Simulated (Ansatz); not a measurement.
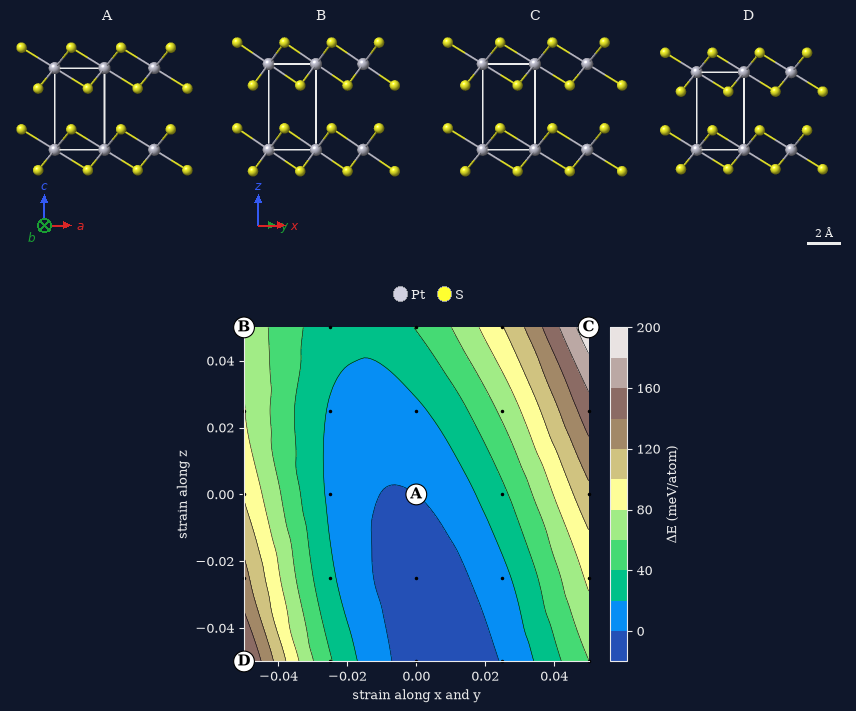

A crystal of PtS2 (P-3m1): the cell is strained equally along x and y and separately along z, with the atoms kept at their fractional coordinates. x, y and z are the Cartesian axes of the input. The map is interpolated between the computed points (dots). The lettered frames are marked on it. The picture is a ball-and-stick view of the cell of the calculation, repeated 2 × 1 × 1 with one cell outlined, seen along the b axis.

Level of theory: DFT PBEsol, scalar-relativistic, plane waves, PAW in Ansatz 0.2.0. (plane-wave cutoff 420 eV; k-point mesh 12 × 12 × 8; occupations gaussian; smearing width 0.05 eV; no spin polarisation). Energies (free energies at the smearing named) are counted from the cell as listed in its source, which wasn't relaxed.

**Where is the lowest point of the map, and what else does it tell?**

In pairs of (strain along x and y; strain along z): the lowest computed point lies at (0.000, −0.025) (−8.5 meV/atom), the highest at (0.050, 0.050) (193.8 meV/atom). The valley is tilted: raising the in-plane strain is made harder by raising the strain along z (cross term 0.64 of the geometric mean of the two curvatures). Over the ranges scanned the energy rises more along the first axis, the in-plane strain. The pressure runs from −16.6 GPa at (0.050, 0.050) to 27.5 GPa at (−0.050, −0.050). The band gap on the mesh, 0.48 eV in the reference, closes at 1 of the 25 computed points. The frames lie at A (0.000, 0.000): 0.0 meV/atom, B (−0.050, 0.050): 73.7 meV/atom, C (0.050, 0.050): 193.8 meV/atom, D (−0.050, −0.050): 166.3 meV/atom.

The computed points:

Rows: strain along x and y; columns: strain along z; values in meV/atom.

|  | −0.050 | −0.025 | 0.000 | 0.025 | 0.050 |
| --- | --- | --- | --- | --- | --- |
| −0.050 | 166.3 | 126.5 | 98.3 | 80.8 | 73.7 |
| −0.025 | 42.0 | 24.4 | 16.7 | 18.5 | 29.0 |
| 0.000 | −8.3 | −8.5 | 0.0 | 16.7 | 41.0 |
| 0.025 | 1.5 | 14.9 | 36.0 | 64.2 | 99.0 |
| 0.050 | 59.5 | 83.6 | 114.3 | 151.2 | 193.8 |

Limits of the set-up: layers or molecules are held without a dispersion correction, so their spacing is unreliable.
